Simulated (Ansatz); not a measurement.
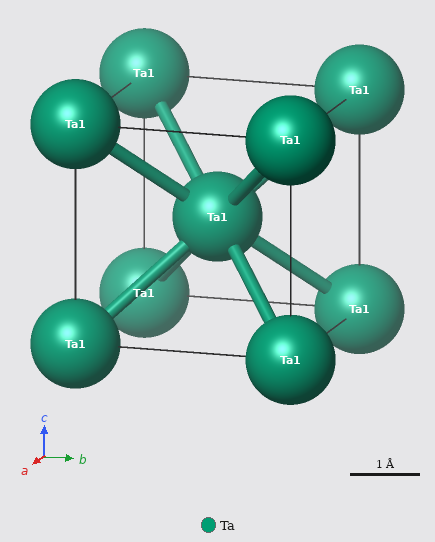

Fig. 1: The structure as given in the input (ball-and-stick view of the cell 2 times as large as that of the calculation, set on its symmetry axes, seen slightly off an axis; atoms are numbered from 1 in the order of the input). Near neighbours in the crystal (not all of them lie inside the picture): Ta has 8 Ta at 2.87 Å.

## Run report: Ta, single-point calculation

The run: single-point calculation of Ta (Im-3m, 1 atom in the cell). Method and program: DFT, PBE, plane waves, norm-conserving potentials, spin-orbit coupling (Ansatz 0.2.0).

## Input
```yaml
crystal:
  lattice:
    - [-1.659527012, 1.659527012, 1.659527012]
    - [1.659527012, -1.659527012, 1.659527012]
    - [1.659527012, 1.659527012, -1.659527012]
  atoms:
    - { symbol: Ta, position: [0.0, 0.0, 0.0] }
basis:
  ecutwfc: 420
kpoints:
  mp_grid: { grid: [18, 18, 18] }
hamiltonian:
  xc: pbe
  pseudopotentials: { kind: nc }
scf:
  occupations: { method: gaussian, width: 0.1 }
  max_iter: 60
output:
  forces: true
  eigenvalues: true
  stress: true
magnetization:
  spin_polarized: true
  spin_orbit: true
```

Run on 2 threads of Intel Xeon (Emerald Rapids), 192 GiB of memory available, shared host.

Launch command:
```bash
ansatz run input.yaml --threads 2 --pin off --max-ram 4096MiB --backend cpu --events-out ev --progress --plain --runs-dir out
```

## Output
```
Error: 2 input errors — fix all and re-run
  1. inconsistent input (magnetization.spin_orbit, magnetization.noncollinear): true requires noncollinear: true — spin–orbit coupling acts on 2-spinor wavefunctions; set both flags
  2. inconsistent input (magnetization.spin_orbit, hamiltonian.pseudopotentials.kind): true requires a fully-relativistic hamiltonian.pseudopotentials.kind (nc_fr or paw_fr), or kind: all_electron without datasets and azcp, which then solves Dirac's equation on LAPW. paw_fr resolves this project's PAW files (source: ansatz) by j as it reads them
```

## Outcome

```tsv
quantity	value
outcome	refused by the program
space group (tolerance 0.01 Å)	Im-3m (229)
```

## Diagnosis

A setting was made wrong on purpose: spin-orbit coupling on scalar files (`magnetization` and `hamiltonian.pseudopotentials`). The program refused the input: “2 input errors — fix all and re-run 1. inconsistent input (magnetization.spin_orbit, magnetization.noncollinear): true requires noncollinear: true — spin–orbit coupling acts on 2-spinor wavefunctions; set both flags 2 …”
